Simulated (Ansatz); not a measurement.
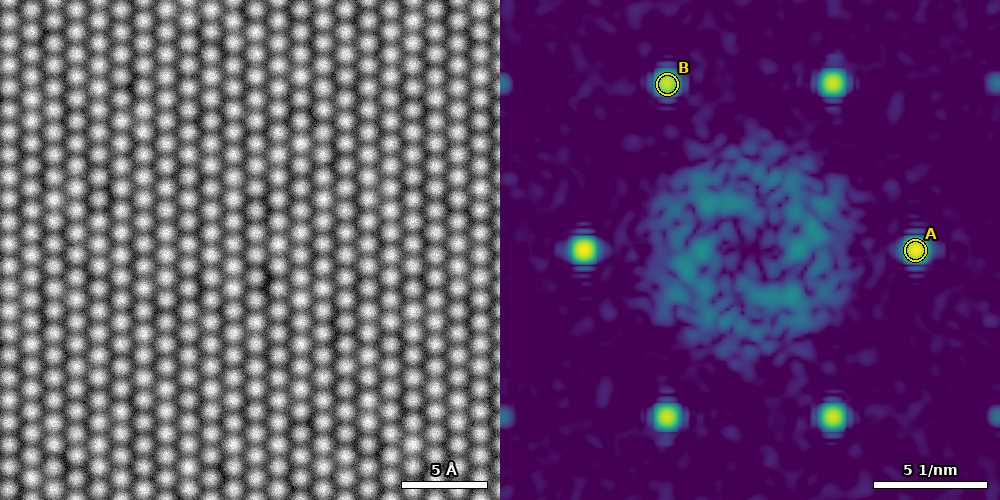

Z-contrast image of W (Fddd, No. 70) along [001]. The image is simulated as a sum over atoms of Z^1.7, blurred by a 0.87 Å probe (no channelling). The display is stretched by a gamma of 0.65; percentages refer to the linear signal. Shot noise and the speckle of an amorphous layer were added. Atomic positions: the geometry relaxed with DFT, r2SCAN, plane waves (500 eV) with PAW, scalar-relativistic (Ansatz 0.2.0); the starting structure was generated, so it need not be a known form of this composition.

The right panel is the modulus of the image's Fourier transform on a logarithmic scale.

a = 2.678 Å, b = 5.387 Å, c = 9.007 Å, α = 90.00°, β = 90.00°, γ = 90.00°

Index the marked spots and give their plane spacings (the zone axis points at the viewer; indices equivalent by symmetry, or all signs reversed, are as good).

A: (040), d = 1.35 Å; B: (-2 -2 0), d = 1.20 Å. A and B enclose 116°, and every spot obeys the zone law hu + kv + lw = 0 for [001].
